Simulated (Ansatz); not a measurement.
# Calculations on C

## 1. Relaxation

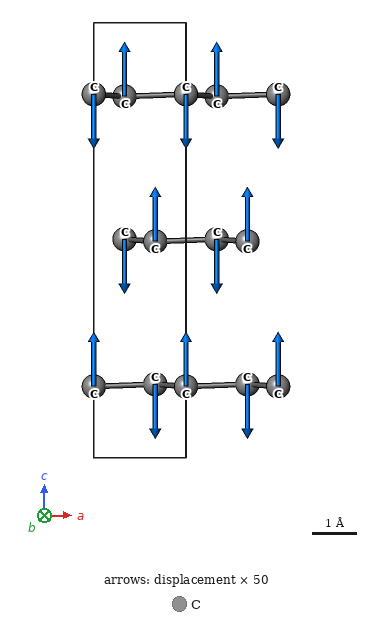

A relaxation of a crystal of C (set up in R-3m) (coarse preliminary run). The starting structure is drawn; blue arrows show the displacements (the part carried along by the change of the cell is left out), 50 times their true length.

The picture is a ball-and-stick view of the conventional cell (3 times the calculation's cell), repeated 2 × 1 × 1 with one cell outlined, seen along the b axis. Lengths and directions refer to the drawn axes.

Level of theory: DFT PBE+D3(BJ), scalar-relativistic, plane waves, PAW in Ansatz 0.2.0.

Input file:
```yaml
crystal:
  lattice:
    - [1.2280263465, 0.7090013417, 3.3470108394]
    - [-1.2280263465, 0.7090013417, 3.3470108394]
    - [0.0, -1.4180026834, 3.3470108394]
  atoms:
    - { symbol: C, position: [0.164, 0.164, 0.164] }
    - { symbol: C, position: [0.836, 0.836, 0.836] }
basis:
  ecutwfc: 420
kpoints:
  mp_grid: { grid: [9, 9, 9] }
hamiltonian:
  xc: pbe
  dispersion: d3bj
scf:
  occupations: { method: gaussian, width: 0.1 }
output:
  forces: true
  stress: true
  eigenvalues: true
relax:
  adjacent_minimum: "off"
  f_tol: 0.05
  max_steps: 80
  cell: { stress_tol: 0.5 }
```

What did the optimiser do to the structure, and how much energy did it gain?

Answer. After 2 accepted moves (3 points after the start) the energy has fallen by 11.8 meV per atom. Largest force component: 0.84 eV/Å at the start, 0.0029 eV/Å at the end. The pressure goes from 3.08 to 0.07 GPa. The SCF was repeated once at an unchanged geometry on a basis and grid sized afresh for the cell, which shifted the energy by less than 0.05 meV per atom at most. The largest moves relative to the cell, 0.025 Å, are those of C1 and C2. C1 goes along +c. The drawn cell changes at constant volume: a = b 2.456 → 2.465 Å (+0.4 %), c 10.041 → 9.963 Å (−0.8 %). Among the contacts that change: C1–C2 1.419 → 1.423 Å. The space group stays R-3m (No. 166).

## 2. A change

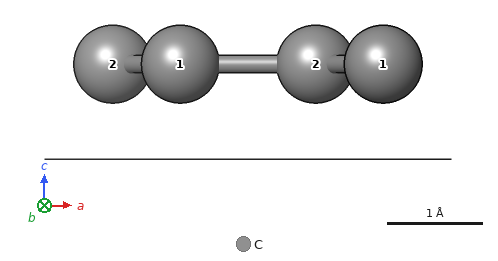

This is a slab of composition C (cut from the R-3m phase). The picture is a ball-and-stick view of the 2 × 3 repeat of the cell, outlined in the plane, without the vacuum, seen along the b axis.

Computed with Ansatz, DFT PBE+D3(BJ), scalar-relativistic, plane waves, PAW. Settings: plane-wave cutoff 420 eV; k-point mesh 21 × 21 × 1; occupations gaussian; smearing width 0.1 eV; no spin polarisation.

The variant: The sheet is strained in its plane (along x) by +2.0 %. The atoms are relaxed.

Predict the response.

Answer. It costs 11.1 meV per atom. In the plane the drawn cell goes a 4.931 → 5.030 Å (+2.0 %), b 7.397 → 7.434 Å (+0.5 %). The atoms keep their places relative to the cell and the layer's centre (all moves are under 0.005 Å). Among the bonded contacts that change: C–C 1.424 → 1.427 to 1.444 Å. The space group (tolerance 0.01 Å) goes from P6/mmm (No. 191) to Cmmm (No. 65).

The changed structure in the same view:

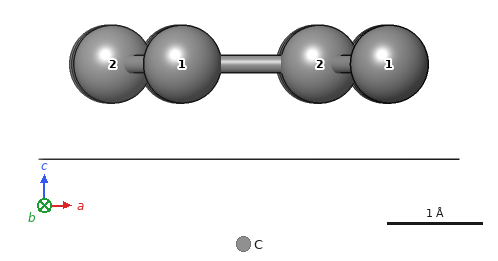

## 3. A change

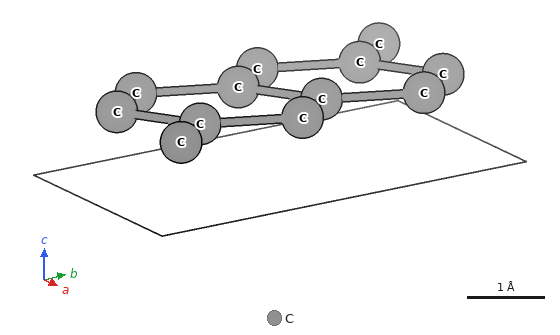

Reference structure: a slab of composition C (cut from the R-3m phase). A ball-and-stick model of the 2 × 3 repeat of the cell, outlined in the plane, without the vacuum, seen slightly off an axis.

Level of theory: Ansatz, DFT PBE+D3(BJ), scalar-relativistic, plane waves, PAW. Set-up: plane-wave cutoff 420 eV; k-point mesh 21 × 21 × 1; occupations gaussian; smearing width 0.1 eV; no spin polarisation.

Now this is done to it. The sheet is strained in its plane (along x) by −2.0 %. The atoms are relaxed.

> What is the effect?

In the plane the drawn cell goes a 4.931 → 4.931 Å (0.0 %), b 7.397 → 7.286 Å (−1.5 %). The atoms keep their places relative to the cell and the layer's centre (all moves are under 0.005 Å). Near-neighbour distances before and after: C–C 1.424 → 1.399 to 1.414 Å. The space group (tolerance 0.01 Å) goes from P6/mmm (No. 191) to Cmmm (No. 65). It costs 12.1 meV per atom.

Drawn alike, the variant:

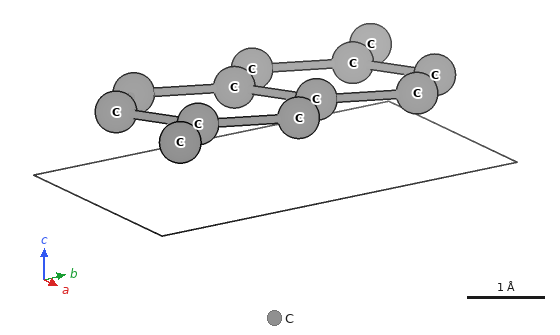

## 4. Series

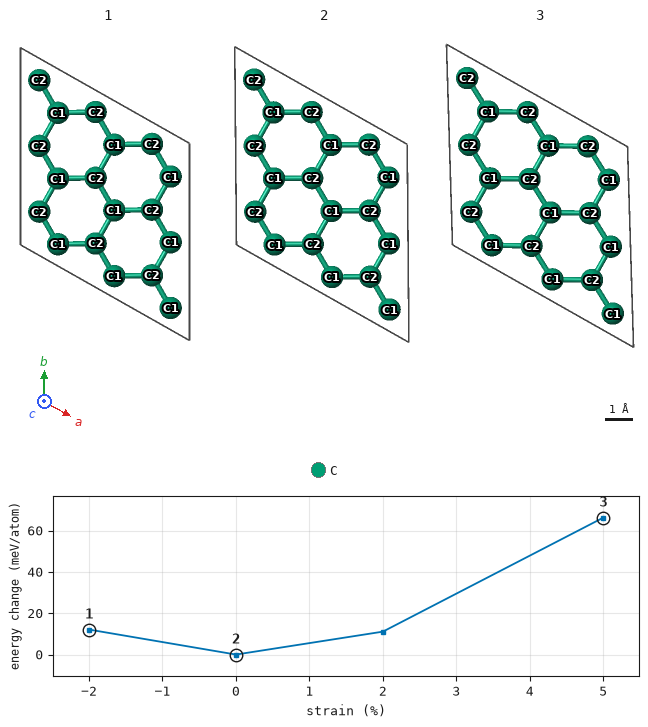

Members of a series of calculations on a slab of composition C (cut from the R-3m phase), marked on the first curve. The picture is a ball-and-stick view of the 3 × 3 repeat of the cell, outlined in the plane, without the vacuum, seen along the c axis.

Computed with DFT PBE+D3(BJ), scalar-relativistic, plane waves, PAW in Ansatz 0.2.0. Settings: plane-wave cutoff 420 eV; k-point mesh 21 × 21 × 1; occupations gaussian; smearing width 0.1 eV; no spin polarisation.

**Which kind of strain is it, and how does the structure respond?**

A sheet under strain in its plane, along x. 1 (strain −2.0 %): energy change 12.1 meV/atom. 2 (strain 0.0 %): energy change 0.0 meV/atom. 3 (strain 5.0 %): energy change 66.3 meV/atom. The rest compares 1 with 3. In the plane the drawn cell goes a 7.249 → 7.767 Å (+7.1 %), b 7.360 → 7.491 Å (+1.8 %). Near-neighbour distances before and after: C–C 1.404 → 1.474 Å, C–C 1.419 → 1.430 Å.

## 5. Series

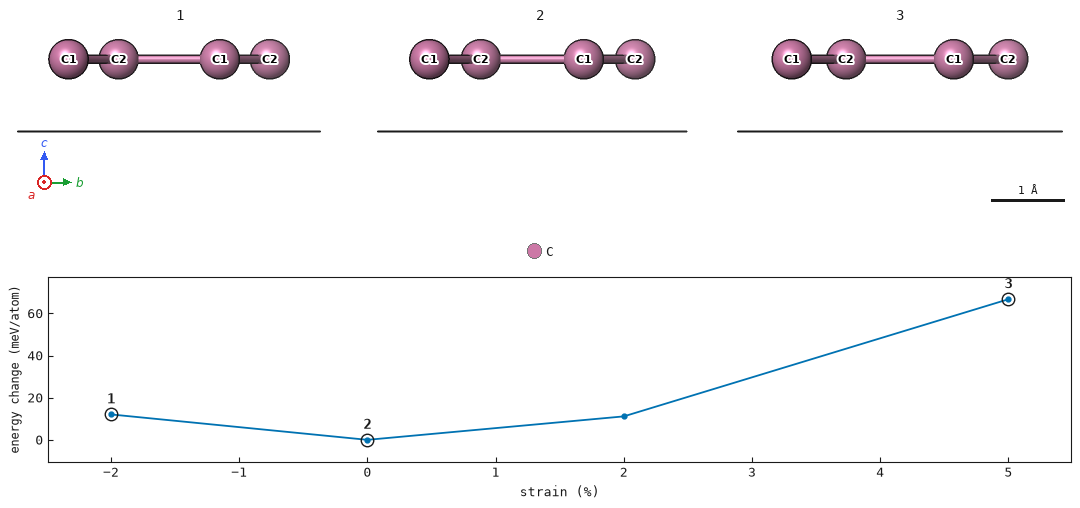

Members of a series of calculations on a slab of composition C (cut from the R-3m phase), marked on the first curve. The picture is a ball-and-stick view of the 3 × 2 repeat of the cell, outlined in the plane, without the vacuum, seen along the a axis.

All numbers below come from DFT PBE+D3(BJ), scalar-relativistic, plane waves, PAW in Ansatz. Set-up: plane-wave cutoff 420 eV; k-point mesh 21 × 21 × 1; occupations gaussian; smearing width 0.1 eV; no spin polarisation.

### Describe the series.

A sheet under strain in its plane, along x. 1 (strain −2.0 %): energy change 12.1 meV/atom. 2 (strain 0.0 %): energy change 0.0 meV/atom. 3 (strain 5.0 %): energy change 66.7 meV/atom. The rest compares 1 with 3. In the plane the drawn cell goes a 7.397 → 7.397 Å (0.0 %), b 4.858 → 5.117 Å (+5.3 %). Among the bonded contacts that change: C–C 1.399 → 1.490 Å, C–C 1.414 → 1.444 Å.
